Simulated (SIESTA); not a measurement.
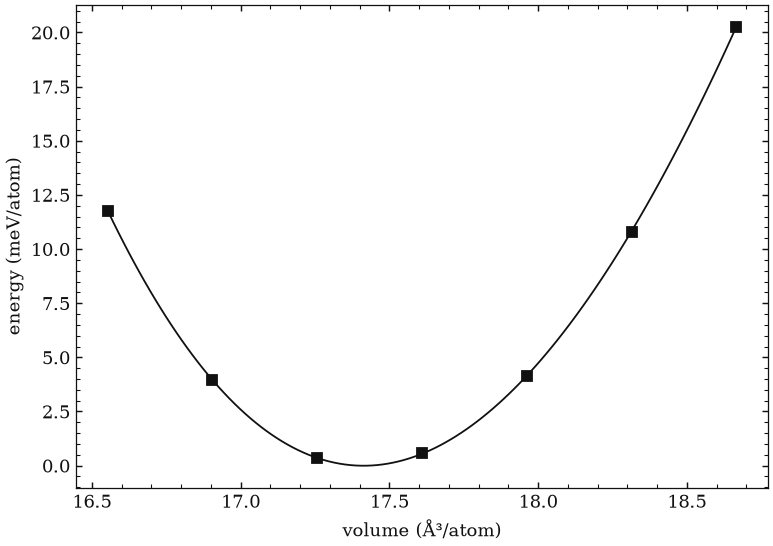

The figure shows the energy against volume for MgS, space group Fm-3m (No. 225).

Starting cell:
```
S Mg
1.0
     0.00000    2.60165    2.60165
     2.60165    0.00000    2.60165
     2.60165    2.60165    0.00000
S Mg
1 1
Direct
  0.50000 0.50000 0.50000
  0.00000 0.00000 0.00000
```

Method: DFT in numerical atomic orbitals with pseudopotentials, no spin polarisation; energies at scaled volumes of the given cell, shape and fractions fixed, counted from the fit's minimum, third-order Birch-Murnaghan fit (SIESTA 5.4.2). Level: LDA.

k mesh 9×9×9; occupations Fermi–Dirac; smearing width 0.05 eV; potentials PseudoDojo 0.4 standard, converted to PSML, two zetas on semicore shells; program settings basis DZP, mesh cutoff 800 Ry.

From this curve and the settings, what does the calculation give for the pressure at the same points?

The pressure falls from 4.59 GPa at volume 16.55 Å³/atom to −4.86 GPa at 18.67 Å³/atom, and changes sign near 17.42 Å³/atom.

```json
{"volume (Å³/atom)": "16.55", "pressure (GPa)": "4.59"}
{"volume (Å³/atom)": "16.91", "pressure (GPa)": "2.56"}
{"volume (Å³/atom)": "17.26", "pressure (GPa)": "0.76"}
{"volume (Å³/atom)": "17.61", "pressure (GPa)": "-0.89"}
{"volume (Å³/atom)": "17.96", "pressure (GPa)": "-2.36"}
{"volume (Å³/atom)": "18.31", "pressure (GPa)": "-3.69"}
{"volume (Å³/atom)": "18.67", "pressure (GPa)": "-4.86"}
```

Limits of the calculation: mulliken charges of long orbitals.
